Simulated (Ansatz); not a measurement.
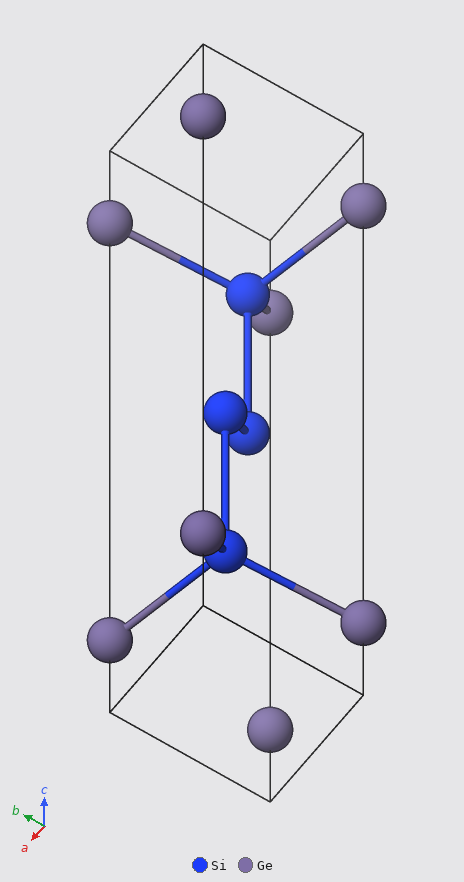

View from a general direction, drawn as a ball-and-stick model. Lines trace the edges of the conventional unit cell.

Si$_{2}$Ge, space group P-3m1 (No. 164), a = 3.90 Å, b = 3.90 Å, c = 9.54 Å, α = 90.00°, β = 90.00°, γ = 120.00°.

The numbers come from DFT, PBE with spin-orbit coupling, plane waves, PAW (Ansatz), using plane-wave cutoff 420 eV, k-point mesh 12×12×4, Fermi-Dirac smearing of 0.02 eV, no moments seeded, so the run stays non-magnetic, spinor wavefunctions.

Does it come out as a metal, or with a gap?

A semiconductor at this level, with a gap of 0.50 eV, indirect; the smallest direct gap is 1.16 eV.

Give the pressure and its sign.

The computed pressure is 2.0 GPa (compressed: it would expand).

Starting structure: a structure type filled with these elements by a generator (whether the compound takes this form wasn't checked). Earlier steps of the study, as a rule a relaxation of our own, may have changed the cell and positions, so they can lie some per cent off the listed ones. An electronic-structure calculation with Ansatz was run on it.
